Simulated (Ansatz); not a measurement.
**A series of single points on Hf**

System: Hf (P6₃/mmc, 4 atoms in the cell).
Method: DFT, BLYP, plane waves (420 eV) with PAW, scalar-relativistic, no spin polarisation (Ansatz 0.2.0).

The 5 runs differ only in the geometry, by an even scaling of the cell at fixed fractional positions.

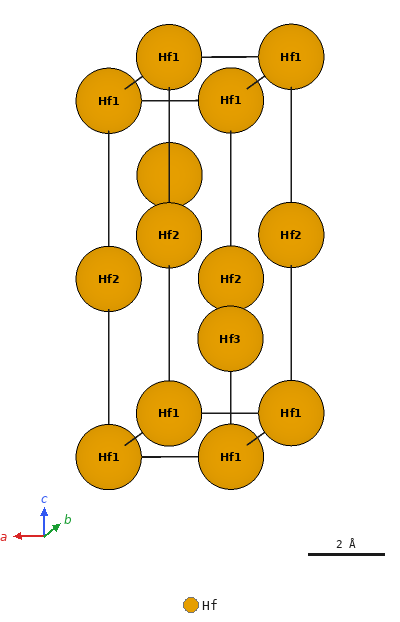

Figure 1. The structure of run 3 (spheres-only view of the cell of the calculation, seen at an oblique angle; atoms are numbered from 1 in the order of the input).

**Input of run 3**
```yaml
crystal:
  lattice:
    - [3.2273771963, 0.0, 0.0]
    - [-1.6136885981, 2.7949906396, 0.0]
    - [0.0, 0.0, 10.3168723984]
  atoms:
    - { symbol: Hf, position: [0.0, 1.0, 0.0] }
    - { symbol: Hf, position: [0.0, 1.0, 0.5] }
    - { symbol: Hf, position: [0.3333333333, 0.6666666667, 0.25] }
    - { symbol: Hf, position: [0.6666666667, 0.3333333333, 0.75] }
hamiltonian:
  xc: blyp
  pseudopotentials:
    kind: paw
    azcp:
      Hf: "pseudopotentials/Hf.paw.azcp"
basis:
  ecutwfc: 420
  fft_grid_basis: typed
kpoints:
  mp_grid: { grid: [13, 13, 4], shift: [0, 0, 0] }
magnetization:
  spin_polarized: false
scf:
  occupations: { method: fermi_dirac, width: 0.1 }
  lower_state_search: "off"
output:
  stress: true
```

Run 4 differs from it as follows:
```diff
-    - [3.2273771963, 0.0, 0.0]
-    - [-1.6136885981, 2.7949906396, 0.0]
-    - [0.0, 0.0, 10.3168723984]
+    - [3.2698475561, 0.0, 0.0]
+    - [-1.634923778, 2.8317710501, 0.0]
+    - [0.0, 0.0, 10.4526362885]
```

**Results, with one run withheld**

```tsv
run	volume per atom (Å³)	free energy per atom, from the lowest run given (meV)	pressure (GPa)
1	20.474	126.19	15.85
2	21.405	52.77	9.62
3	23.266	0.00	0.03
4	24.196	?	?
5	26.058	87.51	−9.23
```

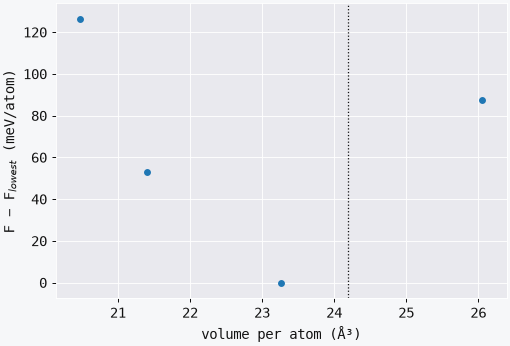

Figure 2. Free energy per atom of the runs given; the dotted line marks run 4.

What should run 4 give?

A quadratic polynomial in V^(−2/3) (the Birch–Murnaghan form), fitted to the 4 runs given, misses them by at most 0.69 meV per atom. With x = V^(−2/3) − 0.12495 Å⁻², it reads F = 5.5004 + 4664.3 x + 1.0729e+06 x² (meV per atom). At run 4 it gives 11.69 meV per atom, and the run itself gives 10.78. The slope of the fit gives a pressure −dF/dV of −3.67 GPa there, and the run prints −3.63 GPa. The fit has its minimum at 23.245 Å³ per atom, where V d²F/dV² gives 99.1 GPa. Cell shape and fractional positions are held, so this is the stiffness under even scaling; the relaxed bulk modulus wasn't computed. So low a polynomial doesn't follow these energies more closely.

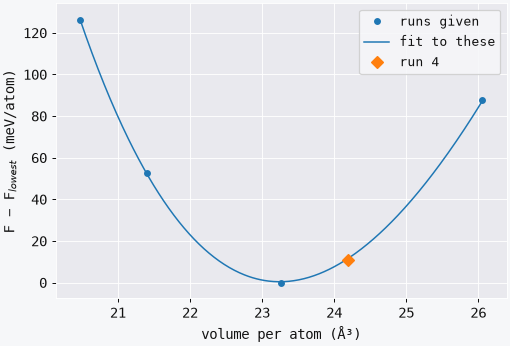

Figure 3. The fit and the withheld run.

**Output, shortened to warnings, some set-up lines, iterations and results (run 4)**
```
Basis set: ecut = 420 eV, 1931 PW (Γ), exchange–correlation on 48×48×144 points (8 copies of the dense FFT grid, shifted against one another)
Symmetry: 24 space group operations
k-points: 63 of 676
Initial density: superposition of atomic densities (neutral atoms: chi_scale 0, normalization atom), corrected by the library's trained network
[...]
SCF iter   1: F=—  HF=-62979.883054 eV  |F-HF|=—  |Δ(HF+E_count)|=         —  Δρ=5.74e-3  dr2=3.42e-2  ethr=1.77e-3  ⟨swp⟩=4.5  Hψ=11441  notcnv=0  defer=10
SCF iter   2: F=—  HF=-62979.881780 eV  |F-HF|=—  |Δ(HF+E_count)|=   1.27e-3  Δρ=3.79e-3  dr2=1.63e-2  ethr=3.29e-5  ⟨swp⟩=2.8  Hψ=7214  notcnv=0  defer=15
SCF iter   3: F=—  HF=-62979.882376 eV  |F-HF|=—  |Δ(HF+E_count)|=   5.96e-4  Δρ=1.60e-3  dr2=2.40e-3  ethr=1.57e-5  ⟨swp⟩=2.0  Hψ=6273  notcnv=0  defer=16
SCF iter   4: F=—  HF=-62979.881336 eV  |F-HF|=—  |Δ(HF+E_count)|=   1.04e-3  Δρ=4.09e-4  dr2=1.59e-4  ethr=2.31e-6  ⟨swp⟩=2.4  Hψ=7422  notcnv=0  defer=16
SCF iter   5: F=—  HF=-62979.881357 eV  |F-HF|=—  |Δ(HF+E_count)|=   2.04e-5  Δρ=1.89e-4  dr2=2.83e-5  ethr=1.53e-7  ⟨swp⟩=2.1  Hψ=7343  notcnv=0  defer=16
SCF iter   6: F=—  HF=-62979.881383 eV  |F-HF|=—  |Δ(HF+E_count)|=   2.65e-5  Δρ=9.40e-5  dr2=1.85e-5  ethr=2.72e-8  ⟨swp⟩=2.2  Hψ=7342  notcnv=0  defer=16
SCF iter   7: F=—  HF=-62979.881374 eV  |F-HF|=—  |Δ(HF+E_count)|=   9.27e-6  Δρ=4.11e-5  dr2=1.60e-6  ethr=1.78e-8  ⟨swp⟩=2.2  Hψ=7153  notcnv=0  defer=16
SCF iter   8: F=—  HF=-62979.881375 eV  |F-HF|=—  |Δ(HF+E_count)|=   1.11e-6  Δρ=1.64e-5  dr2=2.97e-7  ethr=1.54e-9  ⟨swp⟩=2.3  Hψ=7381  notcnv=0  defer=16
SCF iter   9: F=-62979.881375 eV  HF=-62979.881375 eV  |F-HF|=4.48e-9  |Δ(HF+E_count)|=   1.00e-7  Δρ=3.02e-6  dr2=6.20e-9  ethr=9.62e-11  ⟨swp⟩=6.0  Hψ=18060  notcnv=0
SCF 1 converged in 9 iterations: F = -62979.881375 eV  dr2 = 6.20e-9
SCF converged after 9 iterations
Free energy (F): -62979.881375 eV
Harris-Foulkes:  -62979.881375 eV  (|F-HF|=4.48e-9)
Internal energy: -62979.696422 eV  (E = F + TS)
E sigma→0 (E₀):  -62979.788898 eV
Entropy (-TS):   -0.184953 eV (-46.238 meV/atom)
Fermi energy:    18.615325 eV
--- Per-component energies (eV) ---
  E_band       = 2.770519
  E_kinetic    = 1689.763265
  E_local      = -21115.072975  (includes V_loc(G=0)·N_el)
  E_nonlocal   = -4985.063925
  E_hartree    = 9874.428951
  E_xc         = -1186.626105
  E_vxc        = -1041.767228  (∫ρ·V_xc dr)
  E_paw        = -27818.186822  (= ΣΔE_a)
  E_vpaw       = 5706.055763  (= ΣTr[D̂ρ^β])
  E_aug_tail   = -0.000006  (compensation charges beyond the density's cutoff)
  E_ewald      = -19439.265336
  E_core_change = 0.326529  (= ΣΔE_core)
  E_smearing   = -0.184953  (= −TS)
  E_closure    = 0.000000  (closes the sum)
  Σ components = -62979.881375   (vs F -62979.881375, Δ=0.00e0)
--- Stress (GPa, compression-positive) ---
       -3.607624       0.000000       0.000000
        0.000000      -3.607624       0.000000
        0.000000       0.000000      -3.683266
  P = ⅓ Tr σ = -3.6328 GPa (-36.328 kbar)
```

Notes: Spin–orbit coupling is left out, which matters for Hf.
